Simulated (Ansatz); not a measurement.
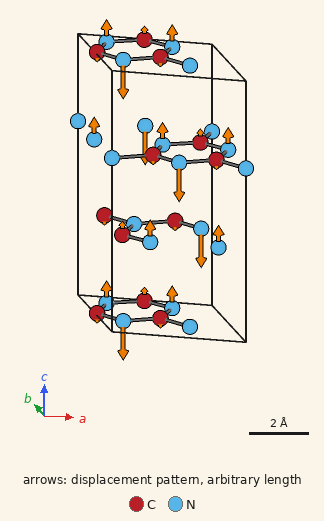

The lowest optical mode of solid C3N4, space group R3m (No. 160), at the zone centre. The orange arrows give the relative displacements of the atoms. The picture is a ball-and-stick view of the conventional cell (3 times the calculation's cell), seen slightly off an axis. Lengths and directions refer to the drawn axes.

Method: DFT LDA, scalar-relativistic, plane waves, PAW (Ansatz 0.2.0). (plane-wave cutoff 420 eV; k-point mesh 6 × 6 × 6; occupations fixed; no spin polarisation)

Frequencies are those without the non-analytic (LO–TO) term.

**Is the structure stable against all modes at this point?**

No. This is the E mode (doubly degenerate; one member of the set is drawn) at 233i cm⁻¹, the lowest optical level, infrared- and Raman-active by symmetry. The N (3a) atoms stay at rest; all motion is along c; atoms of one kind move against one another, with no net shift of any sublattice; the C–N bond lengths don't change to first order, so for these it is a bending, tilting or sliding motion; the kinetic energy is shared as N 96 %, C 4 %. The frequency is imaginary, so the structure is unstable against this distortion. Freezing in the drawn pattern lowers the space group from R3m to Cm (No. 8).
